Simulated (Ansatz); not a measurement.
Geometry relaxation of TiO (part 2 of 3)

TiO (Pm-3m, 6 atoms in the cell); DFT r2SCAN, scalar-relativistic, plane waves, PAW, spin-polarised (Ansatz 0.2.0); cutoff 500 eV, 10×10×10 k-mesh, Gaussian smearing of 0.1 eV, collinear spins. The structure derives from a Materials Project entry.

Geometry of the input (Å; fractional positions):
```
4.0867  0.0000  0.0000
0.0000  4.0867  0.0000
0.0000  0.0000  4.0867
Ti 0.5000  0.5000  0.0000
Ti 0.0000  0.5000  0.5000
Ti 0.5000  0.0000  0.5000
O  0.0000  0.5000  0.0000
O  0.5000  0.0000  0.0000
O  0.0000  0.0000  0.5000
```

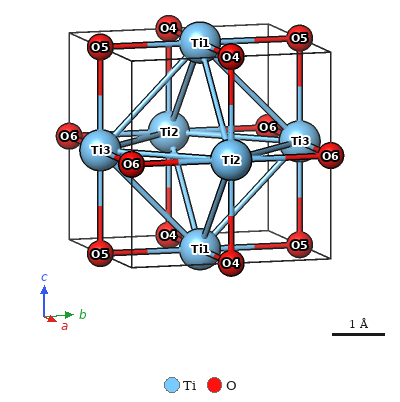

*The geometry at step 1 of the log (ball-and-stick view of the cell of the calculation, seen slightly off an axis; atoms are numbered from 1 in the order of the input).*

The program's output, continued:
```
SCF iter   1: F=-9227.077045 eV  HF=-9227.064264 eV  |F-HF|=1.28e-2  |Δ(HF+E_count)|=         —  Δρ=8.44e-4 (↑6.70e-4 ↓8.44e-4)  dr2=2.33e-3  dr2_τ=3.05e-3  dr2_m=1.20e-4  M=1.348 μB ∫|m|=1.368 μB  β_m=1.20  ethr=3.85e-6  ⟨swp⟩=2.0  Hψ=49710  notcnv=0
preconditioner: auto → Kerker (q_TF=auto, 2.631 Å⁻¹)  [metal: Δε(μ)=0.001 eV  Ē_g=9.562 eV  σ=0.100 eV  W_gap=0.01  n_scr=18 (ndim 8)  ℏωp=24.8 eV  f_vac=0.017  D(μ)=3.47/eV (n_scr^D=26)]
spin=Collinear: Kerker preconditioning applied to the charge; magnetization (m = ρ↑ − ρ↓) channel mixes plain (no charge-response kernel on spin).
SCF iter   2: F=-9227.077866 eV  HF=-9227.078677 eV  |F-HF|=8.11e-4  |Δ(HF+E_count)|=   1.44e-2  Δρ=6.01e-4 (↑5.99e-4 ↓6.01e-4)  dr2=1.65e-3  dr2_τ=8.29e-6  dr2_m=1.98e-6  M=1.342 μB ∫|m|=1.361 μB  β_m=1.20  ethr=3.85e-6  ⟨swp⟩=2.0  Hψ=16241  notcnv=0  κ⁻¹=1.0e0(r=1)
SCF iter   3: F=-9227.077983 eV  HF=-9227.078539 eV  |F-HF|=5.57e-4  |Δ(HF+E_count)|=   1.37e-4  Δρ=4.36e-4 (↑3.85e-4 ↓4.36e-4)  dr2=1.09e-3  dr2_τ=4.09e-6  dr2_m=3.36e-6  M=1.336 μB ∫|m|=1.355 μB  β_m=1.20  ethr=3.06e-6  ⟨swp⟩=1.0  Hψ=9576  notcnv=0  κ⁻¹=4.1e-2(r=2)
SCF iter   4: F=-9227.078115 eV  HF=-9227.078343 eV  |F-HF|=2.28e-4  |Δ(HF+E_count)|=   1.97e-4  Δρ=2.42e-4 (↑2.32e-4 ↓2.42e-4)  dr2=4.38e-4  dr2_τ=1.10e-6  dr2_m=8.07e-7  M=1.323 μB ∫|m|=1.341 μB  β_m=1.20  ethr=2.02e-6  ⟨swp⟩=2.2  Hψ=13267  notcnv=0  κ⁻¹=8.8e-3(r=3)
SCF iter   5: F=-9227.078234 eV  HF=-9227.078242 eV  |F-HF|=7.71e-6  |Δ(HF+E_count)|=   1.01e-4  Δρ=1.89e-4 (↑1.89e-4 ↓1.72e-4)  dr2=8.78e-5  dr2_τ=1.22e-6  dr2_m=6.75e-7  M=1.309 μB ∫|m|=1.327 μB  β_m=1.20  ethr=8.11e-7  ⟨swp⟩=2.1  Hψ=11063  notcnv=0  κ⁻¹=3.9e-3(r=4)
SCF iter   6: F=-9227.078258 eV  HF=-9227.078250 eV  |F-HF|=7.50e-6  |Δ(HF+E_count)|=   8.26e-6  Δρ=1.08e-4 (↑1.03e-4 ↓1.08e-4)  dr2=2.28e-5  dr2_τ=3.94e-7  dr2_m=3.97e-8  M=1.304 μB ∫|m|=1.322 μB  β_m=1.20  ethr=1.63e-7  ⟨swp⟩=2.4  Hψ=11859  notcnv=0  κ⁻¹=1.2e-3(r=5)
SCF iter   7: F=-9227.078262 eV  HF=-9227.078260 eV  |F-HF|=1.58e-6  |Δ(HF+E_count)|=   1.01e-5  Δρ=4.31e-5 (↑4.31e-5 ↓4.18e-5)  dr2=2.85e-6  dr2_τ=6.19e-8  dr2_m=6.75e-8  M=1.300 μB ∫|m|=1.318 μB  β_m=1.20  ethr=4.22e-8  ⟨swp⟩=2.0  Hψ=13872  notcnv=0  κ⁻¹=2.6e-4(r=6)
SCF iter   8: F=-9227.078262 eV  HF=-9227.078262 eV  |F-HF|=6.38e-7  |Δ(HF+E_count)|=   1.11e-6  Δρ=2.64e-5 (↑2.53e-5 ↓2.64e-5)  dr2=1.15e-6  dr2_τ=2.26e-8  dr2_m=5.78e-9  M=1.299 μB ∫|m|=1.317 μB  β_m=1.20  ethr=5.28e-9  ⟨swp⟩=1.5  Hψ=8709  notcnv=0  κ⁻¹=7.0e-5(r=7)
SCF iter   9: F=-9227.078262 eV  HF=-9227.078262 eV  |F-HF|=2.37e-7  |Δ(HF+E_count)|=   5.92e-7  Δρ=9.86e-6 (↑9.86e-6 ↓9.19e-6)  dr2=1.70e-7  dr2_τ=3.39e-9  dr2_m=2.10e-9  M=1.299 μB ∫|m|=1.316 μB  ethr=1.11e-9  ⟨swp⟩=5.5  Hψ=31277  notcnv=0
SCF 2 converged in 9 iterations: F = -9227.078262 eV  dr2 = 1.70e-7
  greatest PAW one-centre occupation: 1.002 electrons in one spin orbital (limit 2), on the Ti atom at site 0 (counted from 0), in its partial waves of l = 1
relax step   2: F+E_penalty+E_count = -9227.07826237 eV  Δ(F+E_penalty+E_count) = -1.929e-2 eV  max|allowed force component| = 1.307e-29 eV/Å  Δτ_max = 0.0000 Å  P = -0.826 GPa  Ω = 67.114 Å³  energy of the carried Pulay correction = +8.026e-4 eV  (9 SCF iters, dr2 threshold 6.00e-7 eV, accepted)
Crystal: 6 atoms, lattice volume = 66.852 Å³
iter 1 solved again at ethr=3.25e-7 eV; its pass at ethr=3.10e-3 eV (dr2=1.76e-4 eV) is discarded
SCF iter   1: F=-9227.079040 eV  HF=-9227.078348 eV  |F-HF|=6.93e-4  |Δ(HF+E_count)|=         —  Δρ=2.01e-4 (↑1.58e-4 ↓2.01e-4)  dr2=1.28e-4  dr2_τ=1.68e-4  dr2_m=6.44e-6  M=1.293 μB ∫|m|=1.311 μB  β_m=1.20  ethr=3.25e-7  ⟨swp⟩=2.0  Hψ=45325  notcnv=0
preconditioner: auto → Kerker (q_TF=auto, 2.633 Å⁻¹)  [metal: Δε(μ)=0.002 eV  Ē_g=9.588 eV  σ=0.100 eV  W_gap=0.01  n_scr=18 (ndim 8)  ℏωp=24.9 eV  f_vac=0.018  D(μ)=3.61/eV (n_scr^D=32)]
spin=Collinear: Kerker preconditioning applied to the charge; magnetization (m = ρ↑ − ρ↓) channel mixes plain (no charge-response kernel on spin).
SCF iter   2: F=-9227.079083 eV  HF=-9227.079127 eV  |F-HF|=4.42e-5  |Δ(HF+E_count)|=   7.80e-4  Δρ=1.46e-4 (↑1.44e-4 ↓1.46e-4)  dr2=9.27e-5  dr2_τ=4.82e-7  dr2_m=1.44e-7  M=1.291 μB ∫|m|=1.309 μB  β_m=1.20  ethr=2.38e-7  ⟨swp⟩=2.0  Hψ=15003  notcnv=0  κ⁻¹=1.0e0(r=1)
SCF iter   3: F=-9227.079090 eV  HF=-9227.079120 eV  |F-HF|=3.01e-5  |Δ(HF+E_count)|=   7.17e-6  Δρ=1.05e-4 (↑9.12e-5 ↓1.05e-4)  dr2=6.07e-5  dr2_τ=2.44e-7  dr2_m=2.29e-7  M=1.290 μB ∫|m|=1.307 μB  β_m=1.20  ethr=1.72e-7  ⟨swp⟩=1.0  Hψ=8568  notcnv=0  κ⁻¹=4.4e-2(r=2)
SCF iter   4: F=-9227.079098 eV  HF=-9227.079110 eV  |F-HF|=1.25e-5  |Δ(HF+E_count)|=   1.00e-5  Δρ=5.85e-5 (↑5.52e-5 ↓5.85e-5)  dr2=2.51e-5  dr2_τ=6.25e-8  dr2_m=5.49e-8  M=1.286 μB ∫|m|=1.304 μB  β_m=1.20  ethr=1.12e-7  ⟨swp⟩=2.2  Hψ=12356  notcnv=0  κ⁻¹=9.3e-3(r=3)
SCF iter   5: F=-9227.079104 eV  HF=-9227.079105 eV  |F-HF|=3.19e-7  |Δ(HF+E_count)|=   5.28e-6  Δρ=4.60e-5 (↑4.60e-5 ↓4.17e-5)  dr2=5.24e-6  dr2_τ=7.18e-8  dr2_m=4.00e-8  M=1.282 μB ∫|m|=1.300 μB  β_m=1.20  ethr=4.65e-8  ⟨swp⟩=2.1  Hψ=11163  notcnv=0  κ⁻¹=4.0e-3(r=4)
SCF iter   6: F=-9227.079106 eV  HF=-9227.079105 eV  |F-HF|=4.54e-7  |Δ(HF+E_count)|=   6.53e-7  Δρ=2.64e-5 (↑2.56e-5 ↓2.64e-5)  dr2=1.35e-6  dr2_τ=2.39e-8  dr2_m=2.68e-9  M=1.281 μB ∫|m|=1.298 μB  β_m=1.20  ethr=9.70e-9  ⟨swp⟩=2.5  Hψ=12125  notcnv=0  κ⁻¹=1.3e-3(r=5)
iter 7 did not close the SCF: its close was put off for a magnetic moment that had not settled (scf_convergence_deferred on its scf_iter line)
SCF iter   7: F=-9227.079106 eV  HF=-9227.079106 eV  |F-HF|=7.27e-8  |Δ(HF+E_count)|=   6.62e-7  Δρ=1.03e-5 (↑1.03e-5 ↓9.70e-6)  dr2=1.40e-7  dr2_τ=3.59e-9  dr2_m=5.08e-9  M=1.280 μB ∫|m|=1.297 μB  β_m=1.20  ethr=1.11e-9  ⟨swp⟩=5.4  Hψ=31349  notcnv=0  κ⁻¹=2.7e-4(r=6)
SCF iter   8: F=-9227.079106 eV  HF=-9227.079106 eV  |F-HF|=3.14e-8  |Δ(HF+E_count)|=   5.27e-8  Δρ=6.25e-6 (↑5.93e-6 ↓6.25e-6)  dr2=5.62e-8  dr2_τ=1.33e-9  dr2_m=5.17e-10  M=1.280 μB ∫|m|=1.297 μB  ethr=2.59e-10  ⟨swp⟩=2.0  Hψ=20617  notcnv=0
SCF 3 converged in 8 iterations: F = -9227.079106 eV  dr2 = 5.62e-8
  greatest PAW one-centre occupation: 1.002 electrons in one spin orbital (limit 2), on the Ti atom at site 2 (counted from 0), in its partial waves of l = 1
relax step   3: F+E_penalty+E_count = -9227.07910619 eV  Δ(F+E_penalty+E_count) = -8.438e-4 eV  max|allowed force component| = 1.588e-29 eV/Å  Δτ_max = 0.0000 Å  P = +0.026 GPa  Ω = 66.852 Å³  energy of the carried Pulay correction = +9.895e-4 eV  (8 SCF iters, dr2 threshold 6.00e-7 eV, accepted)
Initial wavefunctions: pseudopotential atomic-orbital guess (no wavefunctions were taken with the density)
iter 1 solved again at ethr=1.11e-8 eV; its pass at ethr=3.10e-3 eV (dr2=5.99e-6 eV) is discarded
SCF iter   1: F=-9227.078100 eV  HF=-9227.078099 eV  |F-HF|=7.75e-7  |Δ(HF+E_count)|=         —  Δρ=3.57e-5 (↑3.57e-5 ↓3.49e-5)  dr2=3.81e-7  dr2_τ=5.25e-7  dr2_m=1.74e-9  M=1.280 μB ∫|m|=1.297 μB  β_m=1.20  ethr=1.11e-8  ⟨swp⟩=4.4  Hψ=60301  notcnv=0
preconditioner: auto → Kerker (q_TF=auto, 2.633 Å⁻¹)  [metal: Δε(μ)=0.011 eV  Ē_g=9.590 eV  σ=0.100 eV  W_gap=0.06  n_scr=18 (ndim 8)  ℏωp=24.9 eV  f_vac=0.018  D(μ)=3.64/eV (n_scr^D=32)]
spin=Collinear: Kerker preconditioning applied to the charge; magnetization (m = ρ↑ − ρ↓) channel mixes plain (no charge-response kernel on spin).
SCF iter   2: F=-9227.078099 eV  HF=-9227.078099 eV  |F-HF|=2.97e-7  |Δ(HF+E_count)|=   2.77e-7  Δρ=2.53e-5 (↑2.53e-5 ↓2.53e-5)  dr2=2.10e-7  dr2_τ=5.18e-8  dr2_m=9.00e-10  M=1.280 μB ∫|m|=1.297 μB  β_m=1.20  ethr=7.06e-10  ⟨swp⟩=2.4  Hψ=13201  notcnv=0  κ⁻¹=1.0e0(r=1)
SCF iter   3: F=-9227.078099 eV  HF=-9227.078099 eV  |F-HF|=9.13e-8  |Δ(HF+E_count)|=   2.24e-7  Δρ=1.29e-5 (↑1.29e-5 ↓1.28e-5)  dr2=7.06e-8  dr2_τ=1.40e-8  dr2_m=1.05e-10  M=1.280 μB ∫|m|=1.297 μB  β_m=1.20  ethr=3.89e-10  ⟨swp⟩=2.0  Hψ=14646  notcnv=0  κ⁻¹=1.2e-1(r=2)
SCF iter   4: F=-9227.078099 eV  HF=-9227.078099 eV  |F-HF|=2.80e-10  |Δ(HF+E_count)|=   9.72e-8  Δρ=2.29e-6 (↑2.29e-6 ↓2.08e-6)  dr2=1.06e-8  dr2_τ=1.47e-10  dr2_m=3.83e-11  M=1.279 μB ∫|m|=1.297 μB  β_m=1.20  ethr=1.31e-10  ⟨swp⟩=3.0  Hψ=15525  notcnv=0  κ⁻¹=6.5e-3(r=3)
SCF iter   5: F=-9227.078099 eV  HF=-9227.078099 eV  |F-HF|=2.04e-9  |Δ(HF+E_count)|=   1.52e-9  Δρ=1.14e-6 (↑1.11e-6 ↓1.14e-6)  dr2=2.40e-9  dr2_τ=5.34e-11  dr2_m=5.15e-11  M=1.279 μB ∫|m|=1.297 μB  β_m=1.20  ethr=1.97e-11  ⟨swp⟩=2.5  Hψ=14282  notcnv=0  κ⁻¹=1.6e-3(r=4)
SCF iter   6: F=-9227.078099 eV  HF=-9227.078099 eV  |F-HF|=1.09e-9  |Δ(HF+E_count)|=   1.53e-9  Δρ=7.54e-7 (↑7.21e-7 ↓7.54e-7)  dr2=1.12e-9  dr2_τ=3.11e-11  dr2_m=4.04e-11  M=1.279 μB ∫|m|=1.297 μB  β_m=1.20  ethr=4.45e-12  ⟨swp⟩=2.7  Hψ=14325  notcnv=0  κ⁻¹=4.5e-4(r=5)
SCF iter   7: F=-9227.078099 eV  HF=-9227.078099 eV  |F-HF|=2.98e-10  |Δ(HF+E_count)|=   1.18e-9  Δρ=3.98e-7 (↑3.53e-7 ↓3.98e-7)  dr2=3.66e-10  dr2_τ=7.18e-12  dr2_m=6.54e-12  M=1.279 μB ∫|m|=1.297 μB  β_m=1.20  ethr=2.07e-12  ⟨swp⟩=2.0  Hψ=11517  notcnv=0  κ⁻¹=1.1e-4(r=6)
SCF iter   8: F=-9227.078099 eV  HF=-9227.078099 eV  |F-HF|=2.18e-11  |Δ(HF+E_count)|=  4.29e-10  Δρ=1.96e-7 (↑1.96e-7 ↓1.81e-7)  dr2=1.06e-10  dr2_τ=1.35e-12  dr2_m=5.06e-12  M=1.279 μB ∫|m|=1.297 μB  β_m=1.20  ethr=1.00e-12  ⟨swp⟩=2.0  Hψ=11558  notcnv=0  κ⁻¹=8.6e-5(r=7)
SCF iter   9: F=-9227.078099 eV  HF=-9227.078099 eV  |F-HF|=2.00e-11  |Δ(HF+E_count)|=  6.91e-11  Δρ=1.07e-7 (↑1.07e-7 ↓1.01e-7)  dr2=2.51e-11  dr2_τ=7.80e-13  dr2_m=1.10e-12  M=1.279 μB ∫|m|=1.297 μB  ethr=1.00e-12  ⟨swp⟩=4.0  Hψ=26011  notcnv=0
SCF 4 converged in 9 iterations: F = -9227.078099 eV  dr2 = 2.51e-11
relax step   4: F+E_penalty+E_count = -9227.07809931 eV  Δ(F+E_penalty+E_count) = +1.007e-3 eV  max|allowed force component| = 4.750e-30 eV/Å  Δτ_max = 0.0000 Å  P = +0.028 GPa  Ω = 66.852 Å³  stress off target by 2.81e-2 GPa  SCF on the basis re-selected at this cell (its energy is not comparable with the rows above)  (9 SCF iters)
basis re-selected at this cell: Δ(F+E_penalty+E_count) = +1.007e-3 eV, ΔP = +0.002 GPa vs the last step (what re-selecting the basis moved, of the pressure what is left beyond the Pulay correction that the steps carried, after the strain that the cell walked since its last selection, with what the two solves' SCF thresholds leave and, on support functions, any second-order correction that the steps lacked; it is no measure of the basis error at this ecutwfc). This SCF's stress stands 2.81e-2 GPa from its target on what of the cell is left free (relax.cell.stress_tol is 5.00e-2 GPa) and its largest allowed force component is 4.75e-30 eV/Å (relax.f_tol is 1.00e-2 eV/Å): within both
SCF converged after 9 iterations
Stability not checked: this state was not tested for a lower state beside it, because the mixer in use, unlike msr1, does not test its closes by its own steps (another_mixer; see scf.mixing.algorithm and scf.lower_state_search)
Magnetization: 1.2793 μB (27.6396 up, 26.3604 down)
Absolute magnetization: 1.2976 μB (∫|ρ↑−ρ↓|, with the PAW one-centre terms)
Spin contamination: 0.0027 ħ² per cell (⟨S²⟩ above its minimum at these occupations)
Per-site moments (μB) at R_I (Å): [(0.23772681415654864, 0.8370776612661189), (0.23773401281011977, 0.8370776612661189), (0.23773401281012016, 0.8370776612661189), (0.0029742614987549217, 0.8370776612661189), (0.0029742614987552356, 0.8370776612661189), (0.0029740294947007465, 0.8370776612661189)]
Free energy (F): -9227.078099 eV
Harris-Foulkes:  -9227.078099 eV  (|F-HF|=2.00e-11)
Internal energy: -9227.059899 eV  (E = F + TS)
E sigma→0 (E₀):  -9227.068999 eV
Entropy (-TS):   -0.018200 eV (-3.033 meV/atom)
Fermi energy:    13.217790 eV
--- Per-component energies (eV) ---
  E_band       = -498.113748
  E_kinetic    = 1354.188624
  E_local      = -3295.872321  (includes V_loc(G=0)·N_el)
  E_nonlocal   = 160.656150
  E_hartree    = 1302.657687
  E_xc         = -502.793107
  E_vxc        = -720.743921  (∫ρ·V_xc dr)
  E_paw        = -3649.385647  (= ΣΔE_a)
  E_vpaw       = -649.479308  (= ΣTr[D̂ρ^β])
  E_aug_tail   = 0.003009  (compensation charges beyond the density's cutoff)
  E_vtau       = 47.818709  (kinetic-family band-sum trace: ∫τ·v_τ [+ j·A + Jᵃ·Aᵃ] dr)
  E_ewald      = -4595.658100
  E_core_change = -0.856194  (= ΣΔE_core)
  E_smearing   = -0.018200  (= −TS)
  E_closure    = 0.000000  (closes the sum)
  Σ components = -9227.078099   (vs F -9227.078099, Δ=0.00e0)
--- Forces (eV/Å), atoms counted from 1 ---
  atom   1  Ti    -0.00000000     0.00000000     0.00000000
  atom   2  Ti     0.00000000     0.00000000     0.00000000
  atom   3  Ti    -0.00000000     0.00000000     0.00000000
  atom   4  O      0.00000000     0.00000000     0.00000000
  atom   5  O      0.00000000     0.00000000     0.00000000
  atom   6  O      0.00000000    -0.00000000     0.00000000
  max |Σ_I F_I| component: 1.26e-29 eV/Å
--- Stress (GPa, compression-positive) ---
        0.028053       0.000000       0.000000
        0.000000       0.028053       0.000000
        0.000000       0.000000       0.027772
  P = ⅓ Tr σ = 0.0280 GPa (0.280 kbar)
--- Band table (eV; the first three rows and the last of 252) ---
  k-point 0 ↑: bands = ["-46.5744", "-46.4180", "-46.4180", "-22.0092", "-22.0092", "-22.0092", "-21.7548", "-21.7548", "-21.7548", "-21.3997", "-21.3997", "-21.3997", "-8.1578", "-7.3827", "-7.3827", "7.4016", "7.4016", "7.4016", "8.7058", "8.8094", "8.8094", "8.8094", "9.9107", "9.9108", "9.9108", "11.4805", "11.4805", "11.4805", "14.6402", "14.6402", "14.6402", "15.3953", "15.3953", "15.8264"]
  k-point 1 ↑: bands = ["-46.5709", "-46.4214", "-46.4180", "-22.0029", "-22.0019", "-22.0019", "-21.7608", "-21.7571", "-21.7571", "-21.4145", "-21.4049", "-21.4049", "-8.1122", "-7.3823", "-7.3385", "7.2665", "7.3983", "7.3983", "8.5793", "8.7437", "8.7437", "8.7918", "9.7909", "9.8329", "9.8329", "11.5095", "11.6472", "11.6472", "14.5936", "14.7371", "14.7371", "15.4136", "15.4314", "15.9358"]
  k-point 2 ↑: bands = ["-46.5611", "-46.4311", "-46.4177", "-21.9846", "-21.9811", "-21.9811", "-21.7766", "-21.7643", "-21.7643", "-21.4549", "-21.4189", "-21.4189", "-7.9902", "-7.3821", "-7.2207", "6.9127", "7.3871", "7.3871", "8.0282", "8.5982", "8.5982", "8.9812", "9.5835", "9.6528", "9.6528", "11.5893", "12.0655", "12.0655", "14.4678", "14.9710", "14.9710", "15.3367", "15.4651", "16.0632"]
  k-point 125 ↓: bands = ["-46.0840", "-46.0840", "-46.0840", "-21.8837", "-21.8837", "-21.8837", "-21.4630", "-21.2199", "-21.2199", "-21.2199", "-20.7892", "-20.7892", "-6.6275", "-6.6275", "-6.6275", "5.4827", "5.7942", "5.7942", "5.7942", "6.5540", "6.5540", "6.5540", "9.9780", "9.9780", "12.8443", "12.8443", "12.8443", "13.8600", "16.2697", "16.2697", "16.2697", "16.3520", "16.3520", "16.4221"]
--- Relaxed structure (3 steps of the walk, 3 accepted, 1 SCFs on fresh bases) ---
  F+E_penalty+E_count = -9227.07809931 eV   max|allowed force component| = 4.750e-30 eV/Å   (the final SCF, on the basis selected at the relaxed cell)
  cell:  # Å, volume = 66.8523 Å³
    - [4.05855835765391, -1.925929944387236e-34, 0.0]
    - [-1.925929944387236e-34, 4.05855835765391, 0.0]
    - [0.0, 0.0, 4.058565899848272]
  atoms:
    - { symbol: Ti, position: [0.5, 0.5, 0.0] }
    - { symbol: Ti, position: [-2.945491491702413e-36, 0.5, 0.5] }
    - { symbol: Ti, position: [0.5, 3.6817847763875726e-37, 0.5] }
    - { symbol: O, position: [2.6727647100921956e-51, 0.5, 0.0] }
    - { symbol: O, position: [0.5, -1.8408994106855581e-37, 0.0] }
    - { symbol: O, position: [-4.494394756706011e-41, 1.840852594073528e-37, 0.5] }
--- Löwdin populations: 6 sites ---
  site symbol       q [e]    m [muB]
     0     Ti     11.1889     0.4146
     1     Ti     11.1889     0.4146
     2     Ti     11.1889     0.4146
     3      O      6.7108    -0.0032
     4      O      6.7108    -0.0032
     5      O      6.7108    -0.0032
  spilling = 0.005576 (of n_electrons = 54.000000)
```

Trajectory as extended XYZ (Å, eV, eV/Å), 4 frames, from step=1 to step=4:
```
6
Lattice="4.0867 0.0000 0.0000 0.0000 4.0867 0.0000 0.0000 0.0000 4.0867" Properties=species:S:1:pos:R:3:forces:R:3 step=1 energy=-9227.05897 pressure_GPa=-4.34
Ti    2.0433    2.0433    0.0000    0.0000   0.0000   0.0000
Ti    0.0000    2.0433    2.0433    0.0000   0.0000   0.0000
Ti    2.0433    0.0000    2.0433    0.0000   0.0000   0.0000
O     0.0000    2.0433    0.0000    0.0000   0.0000   0.0000
O     2.0433    0.0000    0.0000    0.0000   0.0000   0.0000
O     0.0000    0.0000    2.0433    0.0000   0.0000   0.0000
6
Lattice="4.0639 0.0000 0.0000 0.0000 4.0639 0.0000 0.0000 0.0000 4.0639" Properties=species:S:1:pos:R:3:forces:R:3 step=2 energy=-9227.07826 pressure_GPa=-0.83
Ti    2.0319    2.0319    0.0000    0.0000   0.0000   0.0000
Ti    0.0000    2.0319    2.0319    0.0000   0.0000   0.0000
Ti    2.0319    0.0000    2.0319    0.0000   0.0000   0.0000
O     0.0000    2.0319    0.0000    0.0000   0.0000   0.0000
O     2.0319    0.0000    0.0000    0.0000   0.0000   0.0000
O     0.0000    0.0000    2.0319    0.0000   0.0000   0.0000
6
Lattice="4.0586 0.0000 0.0000 0.0000 4.0586 0.0000 0.0000 0.0000 4.0586" Properties=species:S:1:pos:R:3:forces:R:3 step=3 energy=-9227.07911 pressure_GPa=0.03
Ti    2.0293    2.0293    0.0000    0.0000   0.0000   0.0000
Ti    0.0000    2.0293    2.0293    0.0000   0.0000   0.0000
Ti    2.0293    0.0000    2.0293    0.0000   0.0000   0.0000
O     0.0000    2.0293    0.0000    0.0000   0.0000   0.0000
O     2.0293    0.0000    0.0000    0.0000   0.0000   0.0000
O     0.0000    0.0000    2.0293    0.0000   0.0000   0.0000
6
Lattice="4.0586 0.0000 0.0000 0.0000 4.0586 0.0000 0.0000 0.0000 4.0586" Properties=species:S:1:pos:R:3:forces:R:3 step=4 energy=-9227.07810 pressure_GPa=0.03
Ti    2.0293    2.0293    0.0000    0.0000   0.0000   0.0000
Ti    0.0000    2.0293    2.0293    0.0000   0.0000   0.0000
Ti    2.0293    0.0000    2.0293    0.0000   0.0000   0.0000
O     0.0000    2.0293    0.0000    0.0000   0.0000   0.0000
O     2.0293    0.0000    0.0000    0.0000   0.0000   0.0000
O     0.0000    0.0000    2.0293    0.0000   0.0000   0.0000
```
